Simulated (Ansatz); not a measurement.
## Ti₆O: geometry relaxation (part 1 of 2)

Ti₆O (slab, 7 atoms in the cell), computed with DFT PBEsol, scalar-relativistic, plane waves, PAW, PAW set soft_1, no spin polarisation (Ansatz 0.2.0).

The structure derives from an entry of the Crystallography Open Database. The input holds or restrains some coordinates. Forces given for the steps count only the free coordinates. Figures and captions count atoms from 1; the log counts them from 0 in places.

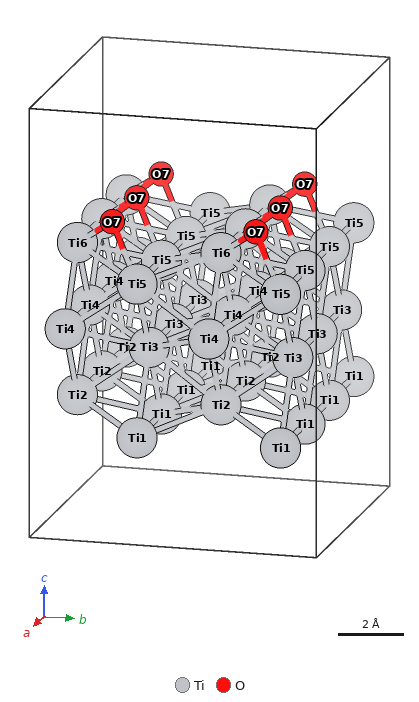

**Figure 1.** The starting structure (ball-and-stick view of the 3 × 2 repeat of the cell, with the vacuum cut short, seen slightly off an axis; atoms are numbered from 1 in the order of the input). An atom can appear more than once, as a periodic image.

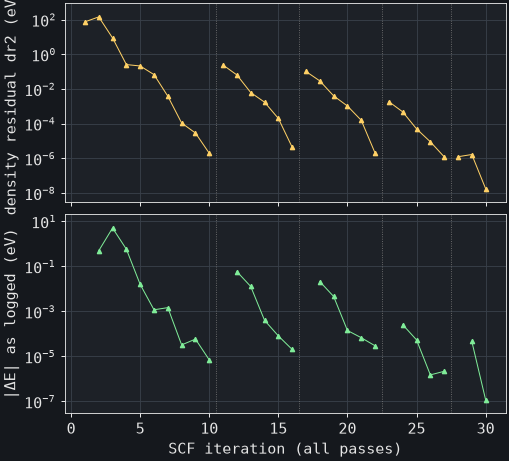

**Figure 2.** Convergence of the self-consistent field: density residual dr2 and size of the energy change against the SCF iteration. The dotted lines part the SCF passes of the relaxation: geometry steps, rejected trials and re-solves on a re-selected basis. The 5 passes take 3 to 10 iterations each, 30 in all.

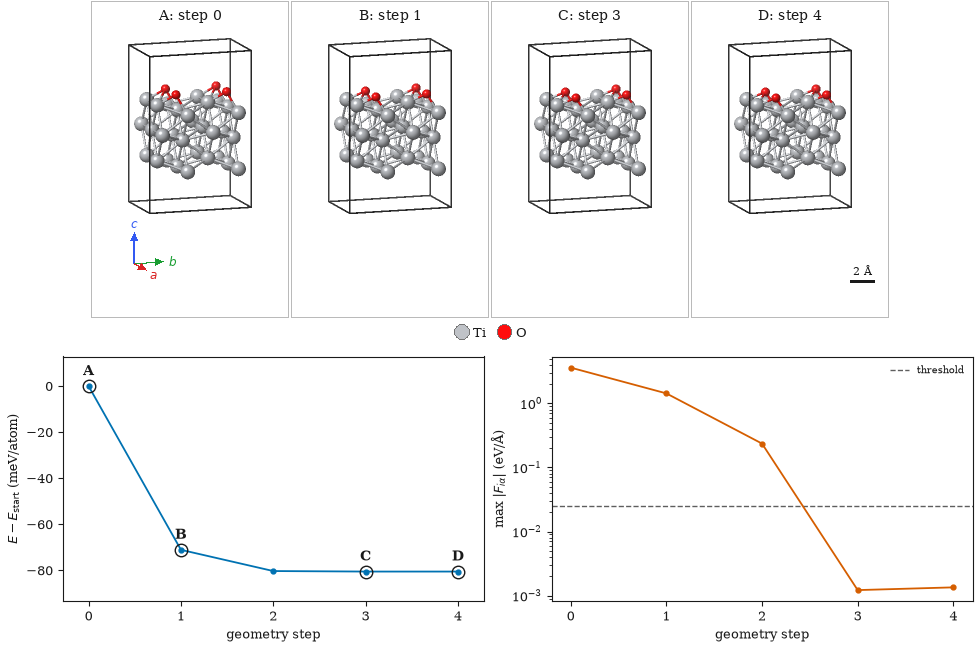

**Figure 3.** Frames of the restrained relaxation (ball-and-stick view of the 2 × 2 repeat of the cell, with the vacuum cut short, seen slightly off an axis) above the curves, on which the letters mark them (the first geometry is step 0 here and step 1 in the log).

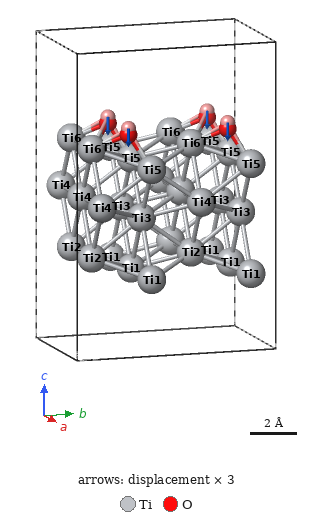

**Figure 4.** Start (faint) and end (solid) with the displacements as blue arrows, magnified 3 times (ball-and-stick view of the 2 × 2 repeat of the cell, with the vacuum cut short, seen slightly off an axis). After 4 geometry steps the energy has fallen by 80.5 meV per atom. The largest force component goes from 3.6 to 0.0013 eV/Å. The largest move is that of O7, 0.28 Å. Ti stays in place. The cell doesn't change. Distances before and after: Ti5–O7 2.084 → 1.847 Å, Ti6–O7 1.968 → 1.838 Å. Among the angles that change: Ti5–O7–Ti6 88.4° → 100.2°, Ti5–O7–Ti6 73.7° → 80.0°, Ti6–O7–Ti6 77.9° → 82.8°. (Atoms are counted from 1 in the order of the input.)

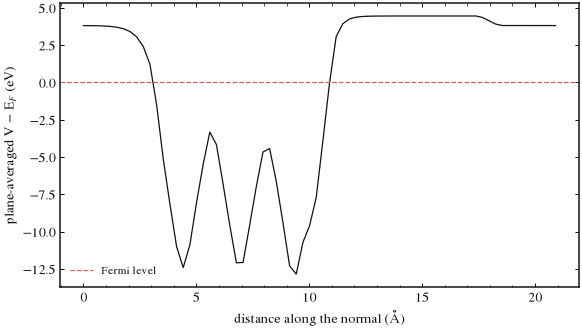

**Figure 5.** Plane average of the electrostatic potential energy of an electron across the cell, from the Fermi level. The vacuum level lies 4.46 eV above the Fermi level on the upper side and 3.82 eV on the lower.

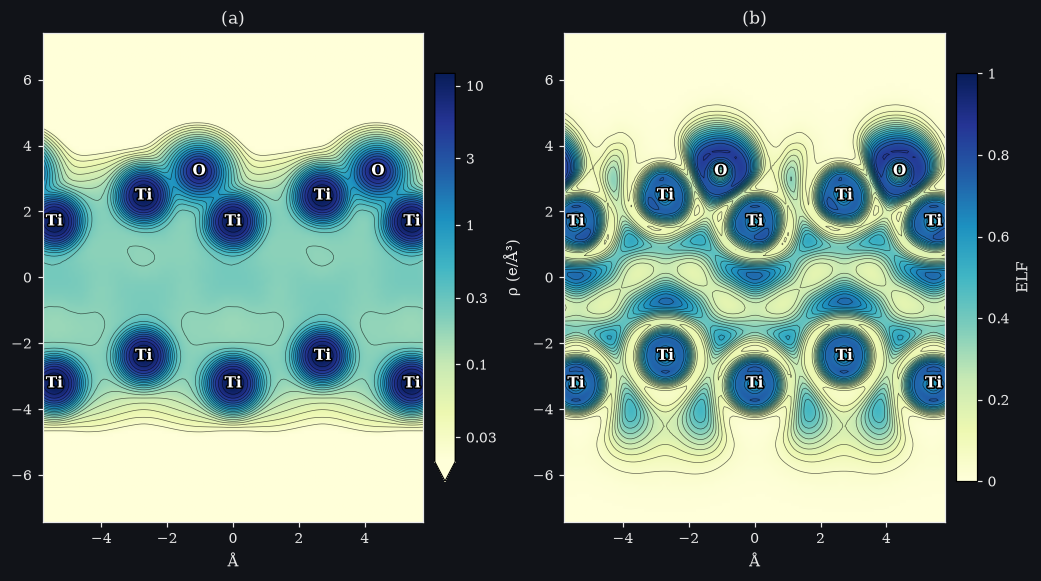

**Figure 6.** (a) valence pseudo-density; (b) ELF on the (11̄0) plane of the calculation cell, a cut from vacuum to vacuum. The section cuts through Ti and O sites. Ti–O (1.84 Å): ρ is about 0.99 e/Å³ halfway; the ELF is about 0.25 at the midpoint (no shared pair; the contact is polar). Ti–Ti (2.84 Å): the density is about 0.21 e/Å³ at the midpoint; the ELF is about 0.25 at the midpoint; no localised pair between them. The density dies away to nearly zero in the vacuum. The strong features right at Ti lie inside the PAW spheres (semicore, d or f shells) and say nothing about bonding. Core electrons are frozen (PAW), so the fields are smoothed inside the atomic spheres.

These pictures come from the run below.

## Input
```yaml
crystal:
  lattice:
    - [2.8999670177, 0.0, 0.0]
    - [0.0, 4.5905806278, 0.0]
    - [0.0, 0.0, 21.2062529549]
  atoms:
    - { symbol: Ti, position: [0.0, 0.75, 0.1886236106] }
    - { symbol: Ti, position: [0.5, 0.25, 0.2281000977] }
    - { symbol: Ti, position: [0.5, 0.75, 0.3070530716] }
    - { symbol: Ti, position: [0.0, 0.25, 0.3454090437] }
    - { symbol: Ti, position: [0.0, 0.75, 0.4205530428] }
    - { symbol: Ti, position: [0.5, 0.25, 0.4577071195] }
    - { symbol: O, position: [0.8333333333, 0.55, 0.5058061402] }
basis:
  ecutwfc: 420
kpoints:
  mp_grid: { grid: [9, 6, 1] }
hamiltonian:
  xc: pbesol
  pseudopotentials: { kind: paw, azcp: { folder: soft_1 } }
scf:
  occupations: { method: gaussian, width: 0.1 }
output:
  forces: true
  eigenvalues: true
  write_density: true
  write_potential: true
  elf: true
  volumetric_format: npy
relax:
  adjacent_minimum: "off"
  f_tol: 0.025
  max_steps: 16
  constraints: [{ sites: [0, 1, 2, 3, 4, 5] }, { sites: [6], fix: xy }]
efield:
  axis: 3
  dipole_correction: true
  ramp_width: 0.04
```

Launch command:
```bash
ansatz run input.yaml --threads 2 --pin off --max-ram 6144MiB --backend cpu --events-out ev --progress --plain --runs-dir out
```

## Log
```
Warning: [file] the record states the generating functional pbe (its physics header spells it `PBE`), which answers neither for hamiltonian.xc's functional nor for the pbesol family's — results may be inconsistent (PPs are generated against a specific XC)
Warning: [file] the record states the generating functional pbe (its physics header spells it `PBE`), which answers neither for hamiltonian.xc's functional nor for the pbesol family's — results may be inconsistent (PPs are generated against a specific XC)
Engine: ansatz 0.2.0, aarch64-unknown-linux-gnu
Pseudopotentials: kind: paw
Pseudopotential: Ti, paw, valence charge 12, recommended cutoff 420 eV (normal), [file]
Pseudopotential: O, paw, valence charge 6, recommended cutoff 420 eV (normal), [file]
Functional definition: PBEsol
  exchange = pbesol_x
  correlation = pbesol_c
Crystal: 7 atoms, lattice volume = 282.309 Å³
Basis set: ecut = 420 eV, 5481 PW (Γ), exchange–correlation on 40×64×288 points (8 copies of the dense FFT grid, shifted against one another)
Bands: 47, of which v1, the nominal top of the filled ones, is band 39 counted from 1 (38 counted from 0)
Symmetry: 1 space group operations
Space group: P1 (ITA 1), of the structure as read, at distance tolerance 6.6e-5 Å
k-points: 28 of 54 (time reversal used)
Non-local potential: Ti, projectors of the file, l = 0: 3, l = 1: 2, l = 2: 3, l = 3: 1
Non-local potential: O, projectors of the file, l = 0: 2, l = 1: 2, l = 2: 1
PAW form: soft (Blöchl's): semilocal exchange-correlation on the pseudo side does not see the compensation charge
PAW frozen core: Ti, regenerated for the run's functional, and the local potential with it (the file was generated under x = pbe(κ = 0.804, μ = 0.2195149727645171), c = pbe(β = 0.06672455060314922))
PAW frozen core: O, regenerated for the run's functional, and the local potential with it (the file was generated under x = pbe(κ = 0.804, μ = 0.2195149727645171), c = pbe(β = 0.06672455060314922))
PAW one-centre angular grid: Ti, 590 points (default); XC on 64 Gauss nodes
PAW one-centre angular grid: O, 110 points (default); XC on 64 Gauss nodes
Initial density: superposition of atomic densities (neutral atoms: chi_scale 0, normalization atom)
Initial wavefunctions: pseudopotential atomic-orbital guess
Functional: x = pbesol(κ = 0.804, μ = 0.12345679012345678), c = pbesol(β = 0.046)
SCF iter   1: F=—  HF=-15408.291251 eV  |F-HF|=—  |Δ(HF+E_count)|=         —  Δρ=6.88e-2  dr2=7.33e1  ethr=3.10e-3  p=-0.000 e·Å  D=-5.42e-7 V/Å  ΔV_dip=0.00 eV  dr2_dipole=8.88e0  V_vac-E_F(+/−)=8.39/8.39 eV  ⟨swp⟩=9.8  Hψ=6934  notcnv=0
efield: sawtooth ramp at fractional position 0.8272 (placed from the atoms, in the widest stretch of the axis that holds none; the zero of the levels goes with the place), width 0.0400; the density the first Hamiltonian is built on has a dipole p = -0.000 e·Å; the dipole correction subtracts the counter field D = -5.42e-7 V/Å, which shifts the + side's vacuum level by +0.00 eV against the − side's; the planar-averaged density in the ramp window peaks in size at 1.6e-6 e/Å³
preconditioner: auto → LDOS  [metal: Δε(μ)=0.003 eV  Ē_g=3.336 eV  σ=0.100 eV  W_gap=0.02  n_scr=42 (ndim 8)  ℏωp=11.7 eV  f_vac=0.531  D(μ)=8.72/eV (n_scr^D=54)  β→1.0]
SCF iter   2: F=—  HF=-15407.800675 eV  |F-HF|=—  |Δ(HF+E_count)|=   4.91e-1  Δρ=8.25e-2  dr2=1.42e2  ethr=3.10e-3  p=-0.354 e·Å  D=-2.27e-1 V/Å  ΔV_dip=4.81 eV  dr2_dipole=4.90e1  V_vac-E_F(+/−)=5.03/0.21 eV  ⟨swp⟩=9.1  Hψ=5649  notcnv=0  defer=47  recentre
SCF iter   3: F=—  HF=-15402.782083 eV  |F-HF|=—  |Δ(HF+E_count)|=    5.02e0  Δρ=2.34e-2  dr2=8.63e0  ethr=3.10e-3  p=-0.033 e·Å  D=-2.13e-2 V/Å  ΔV_dip=0.45 eV  dr2_dipole=2.02e0  V_vac-E_F(+/−)=6.32/5.87 eV  ⟨swp⟩=9.2  Hψ=5102  notcnv=0  defer=39
SCF iter   4: F=—  HF=-15402.208855 eV  |F-HF|=—  |Δ(HF+E_count)|=   5.73e-1  Δρ=5.77e-3  dr2=2.53e-1  ethr=3.10e-3  p=-0.097 e·Å  D=-6.24e-2 V/Å  ΔV_dip=1.32 eV  dr2_dipole=4.06e-2  V_vac-E_F(+/−)=5.83/4.51 eV  ⟨swp⟩=4.7  Hψ=2513  notcnv=0  defer=30
SCF iter   5: F=—  HF=-15402.193236 eV  |F-HF|=—  |Δ(HF+E_count)|=   1.56e-2  Δρ=2.82e-3  dr2=2.10e-1  ethr=3.24e-4  p=-0.133 e·Å  D=-8.53e-2 V/Å  ΔV_dip=1.81 eV  dr2_dipole=7.63e-2  V_vac-E_F(+/−)=5.76/3.95 eV  ⟨swp⟩=4.1  Hψ=2205  notcnv=0  defer=32
SCF iter   6: F=—  HF=-15402.192064 eV  |F-HF|=—  |Δ(HF+E_count)|=   1.17e-3  Δρ=1.79e-3  dr2=6.66e-2  ethr=2.69e-4  p=-0.138 e·Å  D=-8.86e-2 V/Å  ΔV_dip=1.88 eV  dr2_dipole=2.64e-2  V_vac-E_F(+/−)=5.73/3.85 eV  ⟨swp⟩=2.0  Hψ=1527  notcnv=0  defer=27
SCF iter   7: F=—  HF=-15402.190608 eV  |F-HF|=—  |Δ(HF+E_count)|=   1.46e-3  Δρ=6.34e-4  dr2=3.79e-3  ethr=8.54e-5  p=-0.138 e·Å  D=-8.87e-2 V/Å  ΔV_dip=1.88 eV  dr2_dipole=1.11e-3  V_vac-E_F(+/−)=5.72/3.84 eV  ⟨swp⟩=2.1  Hψ=1512  notcnv=0  defer=26
SCF iter   8: F=—  HF=-15402.190640 eV  |F-HF|=—  |Δ(HF+E_count)|=   3.22e-5  Δρ=1.50e-4  dr2=1.08e-4  ethr=4.85e-6  p=-0.137 e·Å  D=-8.76e-2 V/Å  ΔV_dip=1.86 eV  dr2_dipole=9.00e-6  V_vac-E_F(+/−)=5.71/3.86 eV  ⟨swp⟩=2.4  Hψ=1780  notcnv=0  defer=25
SCF iter   9: F=—  HF=-15402.190698 eV  |F-HF|=—  |Δ(HF+E_count)|=   5.84e-5  Δρ=5.63e-5  dr2=2.86e-5  ethr=1.39e-7  p=-0.137 e·Å  D=-8.81e-2 V/Å  ΔV_dip=1.87 eV  dr2_dipole=1.10e-5  V_vac-E_F(+/−)=5.72/3.85 eV  ⟨swp⟩=2.9  Hψ=1902  notcnv=0  defer=24
SCF iter  10: F=-15402.190706 eV  HF=-15402.190705 eV  |F-HF|=7.68e-7  |Δ(HF+E_count)|=   6.94e-6  Δρ=2.13e-5  dr2=1.94e-6  ethr=2.00e-8  p=-0.138 e·Å  D=-8.86e-2 V/Å  ΔV_dip=1.88 eV  dr2_dipole=5.08e-7  V_vac-E_F(+/−)=5.71/3.83 eV  ⟨swp⟩=30.8  Hψ=16337  notcnv=0
SCF 1 converged in 10 iterations: F = -15402.190706 eV  dr2 = 1.94e-6
  greatest PAW one-centre occupation: 0.999 electrons in one spin orbital (limit 2), on the Ti atom at site 1 (counted from 0), in its partial waves of l = 0
relax step   1: F+E_penalty+E_count = -15402.19070600 eV  Δ(F+E_penalty+E_count) = +0.000e0 eV  max|allowed force component| = 3.609e0 eV/Å  Δτ_max = 0.0000 Å  (10 SCF iters, dr2 threshold 1.56e-5 eV, accepted)
Initial density: handed on by an earlier stage of this run
Initial wavefunctions: those handed on with the density
iter 1 solved again at ethr=3.30e-4 eV; its pass at ethr=3.10e-3 eV (dr2=2.57e-1 eV) is discarded
SCF iter   1: F=—  HF=-15402.758907 eV  |F-HF|=—  |Δ(HF+E_count)|=         —  Δρ=7.08e-3  dr2=2.37e-1  ethr=3.30e-4  p=-0.138 e·Å  D=-8.86e-2 V/Å  ΔV_dip=1.88 eV  dr2_dipole=3.75e-2  V_vac-E_F(+/−)=5.71/3.83 eV  ⟨swp⟩=2.0  Hψ=4438  notcnv=0  defer=19
efield: sawtooth ramp at fractional position 0.8272 (handed on by an earlier solve), width 0.0400; the density the first Hamiltonian is built on has a dipole p = -0.138 e·Å; the dipole correction subtracts the counter field D = -8.86e-2 V/Å, which shifts the + side's vacuum level by +1.88 eV against the − side's; the planar-averaged density in the ramp window peaks in size at 2.6e-6 e/Å³
preconditioner: auto → LDOS  [metal: Δε(μ)=0.034 eV  Ē_g=2.824 eV  σ=0.100 eV  W_gap=0.19  n_scr=42 (ndim 8)  ℏωp=11.7 eV  f_vac=0.557  D(μ)=10.66/eV (n_scr^D=76)  β→1.0]
SCF iter   2: F=—  HF=-15402.701029 eV  |F-HF|=—  |Δ(HF+E_count)|=   5.79e-2  Δρ=4.39e-3  dr2=6.36e-2  ethr=3.04e-4  p=-0.061 e·Å  D=-3.90e-2 V/Å  ΔV_dip=0.83 eV  dr2_dipole=2.92e-3  V_vac-E_F(+/−)=4.65/3.83 eV  ⟨swp⟩=3.0  Hψ=2309  notcnv=0  defer=19
SCF iter   3: F=—  HF=-15402.688319 eV  |F-HF|=—  |Δ(HF+E_count)|=   1.27e-2  Δρ=9.83e-4  dr2=6.17e-3  ethr=8.16e-5  p=-0.079 e·Å  D=-5.06e-2 V/Å  ΔV_dip=1.07 eV  dr2_dipole=7.92e-4  V_vac-E_F(+/−)=4.90/3.83 eV  ⟨swp⟩=3.0  Hψ=2279  notcnv=0  defer=19
SCF iter   4: F=—  HF=-15402.687921 eV  |F-HF|=—  |Δ(HF+E_count)|=   3.98e-4  Δρ=3.61e-4  dr2=1.72e-3  ethr=7.91e-6  p=-0.076 e·Å  D=-4.89e-2 V/Å  ΔV_dip=1.04 eV  dr2_dipole=4.44e-4  V_vac-E_F(+/−)=4.86/3.83 eV  ⟨swp⟩=2.2  Hψ=2149  notcnv=0  defer=18
SCF iter   5: F=—  HF=-15402.688002 eV  |F-HF|=—  |Δ(HF+E_count)|=   8.09e-5  Δρ=1.87e-4  dr2=1.98e-4  ethr=2.21e-6  p=-0.075 e·Å  D=-4.83e-2 V/Å  ΔV_dip=1.02 eV  dr2_dipole=5.79e-6  V_vac-E_F(+/−)=4.85/3.82 eV  ⟨swp⟩=2.0  Hψ=1699  notcnv=0  defer=18
SCF iter   6: F=-15402.687983 eV  HF=-15402.687982 eV  |F-HF|=7.91e-7  |Δ(HF+E_count)|=   2.02e-5  Δρ=3.44e-5  dr2=4.34e-6  ethr=1.28e-7  p=-0.075 e·Å  D=-4.80e-2 V/Å  ΔV_dip=1.02 eV  dr2_dipole=5.43e-8  V_vac-E_F(+/−)=4.84/3.82 eV  ⟨swp⟩=21.6  Hψ=13909  notcnv=0
SCF 2 converged in 6 iterations: F = -15402.687983 eV  dr2 = 4.34e-6
  Residual-converged pass: ⟨swp⟩=1.0  Hψ=1428  notcnv=0  max |occ|·‖R‖ = 7.0e-9 eV (tolerance 1.0e-8 eV)  dr2=4.34e-6  dr2_onsite=2.29e-7  max |Δocc| = 6.1e-11
  greatest PAW one-centre occupation: 0.999 electrons in one spin orbital (limit 2), on the Ti atom at site 3 (counted from 0), in its partial waves of l = 0
relax step   2: F+E_penalty+E_count = -15402.68798267 eV  Δ(F+E_penalty+E_count) = -4.973e-1 eV  max|allowed force component| = 1.430e0 eV/Å  Δτ_max = 0.1906 Å  (6 SCF iters, dr2 threshold 1.00e-4 eV, accepted)
```
